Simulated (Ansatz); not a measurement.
## AlRu: geometry relaxation (part 2 of 2)

Continued. System: AlRu (Pm-3m, 12 atoms in the cell). Method: DFT PBEsol, scalar-relativistic, plane waves, PAW, no spin polarisation (Ansatz 0.2.0); cutoff 420 eV, 8×8×6 k-mesh, Gaussian smearing of 0.1 eV. The structure derives from a Materials Project entry. It belongs to a series of runs on one base structure; here: 0 of 6 Ru sites taken by Ti, cell and atoms relaxed.

Geometry of the input (Å; fractional positions):
```
2.9763  -2.9763  -2.9763
2.9763  -2.9763  2.9763
-2.9763  -5.9526  0.0000
Al 0.6667  0.6667  0.3333
Al 0.5000  0.5000  0.0000
Al 0.3333  0.3333  0.6667
Al 0.1667  0.1667  0.3333
Al 0.0000  0.0000  0.0000
Al 0.8333  0.8333  0.6667
Ru 0.1667  0.6667  0.3333
Ru 0.0000  0.5000  0.0000
Ru 0.8333  0.3333  0.6667
Ru 0.6667  0.1667  0.3333
Ru 0.5000  0.0000  1.0000
Ru 0.3333  0.8333  0.6667
```

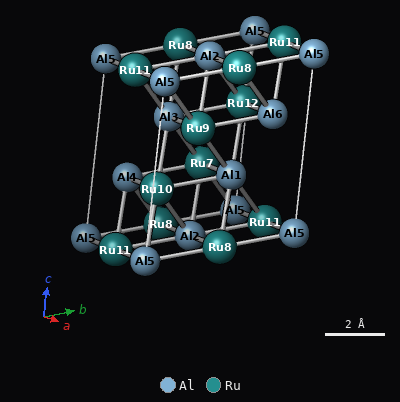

*The geometry at step 2 of the log (ball-and-stick view of the cell of the calculation, seen slightly off an axis; atoms are numbered from 1 in the order of the input).*

Output, continued:
```
--- Forces (eV/Å), atoms counted from 1 ---
  atom   1  Al     0.00000000     0.00000000     0.00000000
  atom   2  Al     0.00000000    -0.00000000     0.00000000
  atom   3  Al     0.00000000    -0.00000000     0.00000000
  atom   4  Al     0.00000000     0.00000000     0.00000000
  atom   5  Al     0.00000000     0.00000000    -0.00000000
  atom   6  Al    -0.00000000    -0.00000000     0.00000000
  atom   7  Ru     0.00000000     0.00000000     0.00000000
  atom   8  Ru    -0.00000000     0.00000000     0.00000000
  atom   9  Ru     0.00000000    -0.00000000     0.00000000
  atom  10  Ru     0.00000000     0.00000000     0.00000000
  atom  11  Ru     0.00000000    -0.00000000    -0.00000000
  atom  12  Ru    -0.00000000    -0.00000000     0.00000000
  max |Σ_I F_I| component: 7.14e-28 eV/Å
--- Stress (GPa, compression-positive) ---
       -0.048537       0.009045      -0.000000
        0.009045      -0.024938       0.000000
       -0.000000       0.000000       0.101147
  P = ⅓ Tr σ = 0.0092 GPa (0.092 kbar)
--- Band table (eV; the first three rows and the last of 114) ---
  k-point 0: bands = ["-55.4350", "-55.4100", "-55.4100", "-55.4013", "-55.4013", "-55.4012", "-25.6053", "-25.6053", "-25.6044", "-25.5971", "-25.5550", "-25.5550", "-25.5487", "-25.5487", "-25.5391", "-25.5391", "-25.4231", "-25.4231", "-25.4056", "-25.4054", "-25.4032", "-25.3772", "-25.3772", "-25.3662", "6.5331", "9.8455", "9.8455", "10.1760", "10.5836", "10.5836", "12.3604", "12.3604", "12.5718", "12.5718", "12.6161", "12.6193", "13.1453", "13.2047", "13.2047", "14.0849", "14.0849", "14.3639", "14.3639", "14.6090", "14.6090", "14.9193", "14.9306", "15.0867", "15.0990", "15.2692", "15.2692", "15.4359", "15.4359", "15.6731", "15.6731", "16.4803", "16.4926", "16.4944", "16.7406", "16.7406", "17.8673", "18.5891", "18.5891", "18.8899", "18.8899", "21.6869", "21.8784", "21.8784", "22.4051"]
  k-point 1: bands = ["-55.4339", "-55.4154", "-55.4056", "-55.4013", "-55.4013", "-55.4012", "-25.6055", "-25.6049", "-25.6045", "-25.5901", "-25.5787", "-25.5742", "-25.5700", "-25.5247", "-25.5173", "-25.5014", "-25.4608", "-25.4121", "-25.4091", "-25.4043", "-25.3924", "-25.3834", "-25.3731", "-25.3721", "6.6529", "9.1179", "10.1975", "10.2298", "10.3793", "10.7489", "12.3714", "12.4892", "12.6286", "12.6584", "12.6649", "12.8814", "12.8888", "13.1045", "13.6850", "13.7243", "14.1837", "14.3418", "14.4032", "14.4773", "14.5349", "14.7131", "14.7479", "15.1776", "15.2647", "15.2997", "15.4174", "15.6237", "15.6521", "15.6726", "15.8599", "16.2718", "16.3213", "16.4013", "16.4476", "17.0007", "17.9540", "18.2462", "18.3679", "18.7718", "19.5088", "21.7912", "21.7947", "21.9266", "22.1801"]
  k-point 2: bands = ["-55.4310", "-55.4211", "-55.4028", "-55.4013", "-55.4013", "-55.4012", "-25.6055", "-25.6048", "-25.6046", "-25.5939", "-25.5909", "-25.5902", "-25.5698", "-25.5010", "-25.4911", "-25.4837", "-25.4612", "-25.4306", "-25.4261", "-25.4011", "-25.3931", "-25.3900", "-25.3724", "-25.3687", "7.0055", "8.3003", "10.2036", "10.2293", "10.3797", "10.7490", "12.3715", "12.7698", "12.8004", "12.8814", "12.8876", "12.8897", "12.9116", "13.1028", "13.3220", "13.7246", "14.1846", "14.3415", "14.4028", "14.7138", "14.7249", "14.7874", "14.8611", "15.1305", "15.1552", "15.2993", "15.6247", "15.6277", "15.6732", "15.8594", "15.8734", "15.8902", "16.1709", "16.2712", "16.3170", "17.0005", "17.9518", "17.9943", "18.2475", "18.7719", "20.1949", "21.6172", "21.7453", "21.7905", "21.8039"]
  k-point 113: bands = ["-55.4182", "-55.4182", "-55.4181", "-55.4094", "-55.4094", "-55.3850", "-25.6261", "-25.6188", "-25.6188", "-25.5804", "-25.5744", "-25.5720", "-25.5647", "-25.5647", "-25.4449", "-25.4449", "-25.4358", "-25.4358", "-25.4313", "-25.4313", "-25.3868", "-25.3867", "-25.3867", "-25.3853", "8.9399", "8.9399", "10.3602", "10.6897", "10.6897", "10.7820", "11.4676", "11.4676", "11.5735", "11.5758", "11.5843", "12.4520", "12.4520", "13.4297", "13.4430", "13.4430", "13.6381", "13.6381", "14.0580", "14.0580", "14.6572", "14.6827", "14.7115", "14.7115", "15.1343", "15.1343", "15.7187", "15.7187", "15.8370", "15.8370", "16.1875", "16.1875", "16.7542", "17.9501", "17.9650", "18.6193", "18.6768", "18.6768", "18.9891", "19.0952", "19.0952", "20.4256", "20.4308", "20.4372", "23.0626"]
--- Relaxed structure (2 steps of the walk, 2 accepted, 1 SCFs on fresh bases) ---
  F+E_penalty+E_count = -38053.85466121 eV   max|allowed force component| = 3.108e-28 eV/Å   (the final SCF, on the basis selected at the relaxed cell)
  cell:  # Å, volume = 158.1625 Å³
    - [2.978732405711815, -2.9777777994130177, -2.9710733216698766]
    - [2.978732405711815, -2.9777777994130177, 2.9710733216698766]
    - [-2.9799162991562738, -5.956739492170445, -2.8263469168792225e-34]
  atoms:
    - { symbol: Al, position: [0.6666666666666667, 0.6666666666666667, 0.33333333333333337] }
    - { symbol: Al, position: [0.5, 0.5, 0.0] }
    - { symbol: Al, position: [0.3333333333333333, 0.3333333333333333, 0.6666666666666667] }
    - { symbol: Al, position: [0.1666666666666666, 0.1666666666666666, 0.3333333333333333] }
    - { symbol: Al, position: [2.7991690719212255e-36, 1.3949036512190669e-36, -2.0970363616053746e-36] }
    - { symbol: Al, position: [0.8333333333333333, 0.8333333333333333, 0.6666666666666667] }
    - { symbol: Ru, position: [0.16666666666666663, 0.6666666666666666, 0.33333333333333337] }
    - { symbol: Ru, position: [2.7755575615628914e-17, 0.5, 0.0] }
    - { symbol: Ru, position: [0.8333333333333333, 0.3333333333333333, 0.6666666666666667] }
    - { symbol: Ru, position: [0.6666666666666666, 0.16666666666666663, 0.33333333333333337] }
    - { symbol: Ru, position: [0.49999999999999994, 0.0, 1.0] }
    - { symbol: Ru, position: [0.3333333333333333, 0.8333333333333333, 0.6666666666666667] }
```

Trajectory as extended XYZ (Å, eV, eV/Å), 3 frames, from step=1 to step=3:
```
12
Lattice="2.9763 -2.9763 -2.9763 2.9763 -2.9763 2.9763 -2.9763 -5.9526 0.0000" Properties=species:S:1:pos:R:3:forces:R:3 step=1 energy=-38053.85452 pressure_GPa=-0.03
Al    2.9763   -5.9526    0.0000    0.0000   0.0000   0.0000
Al    2.9763   -2.9763    0.0000    0.0000   0.0000   0.0000
Al    0.0000   -5.9526    0.0000    0.0000   0.0000   0.0000
Al    0.0000   -2.9763    0.0000    0.0000   0.0000   0.0000
Al    0.0000    0.0000    0.0000    0.0000   0.0000   0.0000
Al    2.9763   -8.9289    0.0000    0.0000   0.0000   0.0000
Ru    1.4882   -4.4645    1.4882    0.0000   0.0000   0.0000
Ru    1.4882   -1.4882    1.4882    0.0000   0.0000   0.0000
Ru    1.4882   -7.4408   -1.4882    0.0000   0.0000   0.0000
Ru    1.4882   -4.4645   -1.4882    0.0000   0.0000   0.0000
Ru   -1.4882   -7.4408   -1.4882    0.0000   0.0000   0.0000
Ru    1.4882   -7.4408    1.4882    0.0000   0.0000   0.0000
12
Lattice="2.9787 -2.9778 -2.9711 2.9787 -2.9778 2.9711 -2.9799 -5.9567 0.0000" Properties=species:S:1:pos:R:3:forces:R:3 step=2 energy=-38053.85468 pressure_GPa=0.01
Al    2.9783   -5.9559    0.0000    0.0000   0.0000   0.0000
Al    2.9787   -2.9778    0.0000    0.0000   0.0000   0.0000
Al   -0.0008   -5.9563    0.0000    0.0000   0.0000   0.0000
Al   -0.0004   -2.9782    0.0000    0.0000   0.0000   0.0000
Al    0.0000    0.0000    0.0000    0.0000   0.0000   0.0000
Al    2.9779   -8.9341    0.0000    0.0000   0.0000   0.0000
Ru    1.4890   -4.4671    1.4855    0.0000   0.0000   0.0000
Ru    1.4894   -1.4889    1.4855    0.0000   0.0000   0.0000
Ru    1.4886   -7.4452   -1.4855    0.0000   0.0000   0.0000
Ru    1.4890   -4.4671   -1.4855    0.0000   0.0000   0.0000
Ru   -1.4906   -7.4456   -1.4855    0.0000   0.0000   0.0000
Ru    1.4886   -7.4452    1.4855    0.0000   0.0000   0.0000
12
Lattice="2.9787 -2.9778 -2.9711 2.9787 -2.9778 2.9711 -2.9799 -5.9567 0.0000" Properties=species:S:1:pos:R:3:forces:R:3 step=3 energy=-38053.85466 pressure_GPa=0.01
Al    2.9783   -5.9559    0.0000    0.0000   0.0000   0.0000
Al    2.9787   -2.9778    0.0000    0.0000   0.0000   0.0000
Al   -0.0008   -5.9563    0.0000    0.0000   0.0000   0.0000
Al   -0.0004   -2.9782    0.0000    0.0000   0.0000   0.0000
Al    0.0000    0.0000    0.0000    0.0000   0.0000   0.0000
Al    2.9779   -8.9341    0.0000    0.0000   0.0000   0.0000
Ru    1.4890   -4.4671    1.4855    0.0000   0.0000   0.0000
Ru    1.4894   -1.4889    1.4855    0.0000   0.0000   0.0000
Ru    1.4886   -7.4452   -1.4855    0.0000   0.0000   0.0000
Ru    1.4890   -4.4671   -1.4855    0.0000   0.0000   0.0000
Ru   -1.4906   -7.4456   -1.4855    0.0000   0.0000   0.0000
Ru    1.4886   -7.4452    1.4855    0.0000   0.0000   0.0000
```

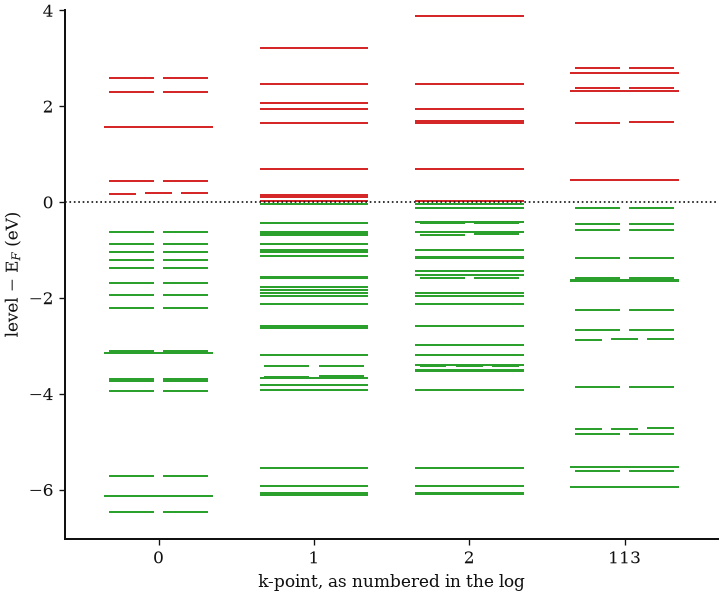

*Kohn–Sham levels near the Fermi level (dotted) at the few k-points that the log prints; levels within 0.02 eV of each other stand side by side.*

The system is metallic on the full mesh.
